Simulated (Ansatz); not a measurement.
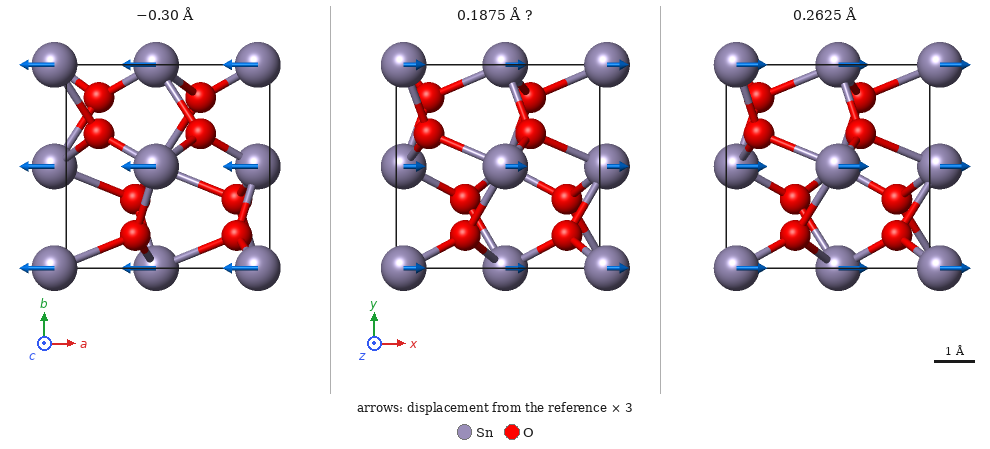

Energy scan for crystalline SnO$_{2}$ (Pa-3), in which the whole Sn sublattice is shifted rigidly, along Cartesian [1 0 0], all else fixed. A ball-and-stick model of the cell of the calculation, seen along the c axis. Blue arrows: displacements from the reference.

Computed with DFT PBE, scalar-relativistic, plane waves, PAW in Ansatz 0.2.0. Settings: plane-wave cutoff 420 eV; k-point mesh 8 × 8 × 8; occupations gaussian; smearing width 0.05 eV; no spin polarisation. Energies (free energies at the smearing named) are counted from the relaxed crystal.

```csv
displacement (Å),energy change (eV/cell)
−0.3000,2.25
−0.1500,0.53
0.0000,0.00
0.0375,0.03
0.0750,0.13
0.1125,0.30
0.1875,?
0.2250,1.22
0.2625,1.69
```

Estimate the missing energy from the other rows, and compare with the calculation.

Answer. A straight line between the two neighbours gives 0.91 eV/cell. A cubic through the four nearest rows (0.0750, 0.1125, 0.2250, 0.2625) gives, with Lagrange weights, (−0.2000)(0.13) + (0.5000)(0.30) + (1.0000)(1.22) + (−0.3000)(1.69) = 0.84 eV/cell. The calculation gives 0.84 eV/cell, so the cubic is right to the digits shown and the straight line 0.07 eV/cell too high, as the curve bends upwards here.

The whole profile:

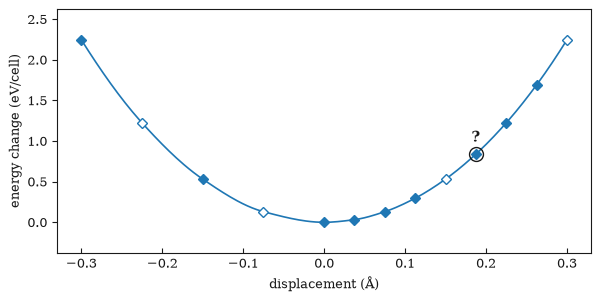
